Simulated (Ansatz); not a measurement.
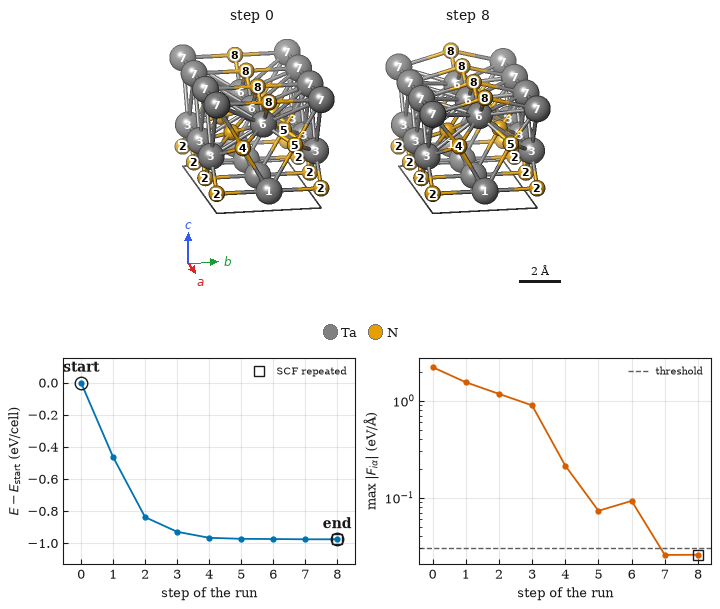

First and last geometry of a constrained relaxation of a slab of composition TaN (cut from the P6/mmm phase), with the history of the run. A ball-and-stick model of the 3 × 1 repeat of the cell, outlined in the plane, without the vacuum, seen slightly off an axis.

Case: clean slab, lower half held. The slab is the (1 0 0) face of TaN. 3 atoms are held fixed.

Theory: DFT PBEsol, scalar-relativistic, plane waves, PAW (Ansatz).

Input file:
```yaml
crystal:
  lattice:
    - [2.9035873909, 0.0, 0.0]
    - [0.0, 5.2050894151, 0.0]
    - [0.0, 0.0, 21.5077396624]
  atoms:
    - { symbol: Ta, position: [0.0, 0.5, 0.395206569] }
    - { symbol: "N", position: [0.0, 0.0, 0.395206569] }
    - { symbol: Ta, position: [0.5, 0.0, 0.4650688563] }
    - { symbol: "N", position: [0.0, 0.25, 0.5] }
    - { symbol: "N", position: [0.0, 0.75, 0.5] }
    - { symbol: Ta, position: [0.5, 0.5, 0.5349311437] }
    - { symbol: Ta, position: [0.0, 0.0, 0.604793431] }
    - { symbol: "N", position: [0.0, 0.5, 0.604793431] }
basis:
  ecutwfc: 420
kpoints:
  mp_grid: { grid: [10, 6, 1] }
hamiltonian:
  xc: pbesol
scf:
  occupations: { method: gaussian, width: 0.1 }
output:
  forces: true
  eigenvalues: true
relax:
  adjacent_minimum: "off"
  f_tol: 0.03
  max_steps: 70
  constraints: [{ sites: [0, 1, 2] }]
efield:
  axis: 3
  dipole_correction: true
  ramp_width: 0.04
```

Run as
```bash
ansatz run input.yaml --threads 2 --pin off --max-ram 5120MiB --backend cpu --events-out ev --progress --plain --runs-dir out
```

Did the run converge, and what did it change?

Answer. It converged. The largest move is that of Ta7, 0.47 Å along the normal (−c). By element the largest moves are Ta 0.47 Å, N 0.22 Å. The cell stays as it was. Some distances before and after: N4–Ta7 2.603 → 2.149 Å, Ta3–Ta7 3.337 → 2.921 Å, Ta1–Ta6 3.337 → 3.728 Å, Ta6–Ta7 3.337 → 3.041 Å. Among the angles between lasting bonds that change: Ta7–N8–Ta7 180.0° → 150.2°, Ta6–N8–Ta7 90.0° → 80.2°, Ta1–N4–Ta7 180.0° → 171.3°. After 7 accepted moves (8 points after the start) the energy has fallen by 0.976 eV per cell of the calculation. Largest force component: 2.2 eV/Å at the start, 0.026 eV/Å at the end. 1 step only repeated the SCF at the same geometry.

```csv
step,"E − E(0), meV/atom","largest force component, eV/Å",note
0,0.00,2.2273,
1,-57.86,1.5555,
2,-104.72,1.1803,
3,-116.10,0.8976,
4,-120.79,0.2143,
5,-121.58,0.0732,
6,-121.75,0.0926,
7,-121.95,0.0256,
8,-121.95,0.0257,"same geometry, SCF repeated"
```
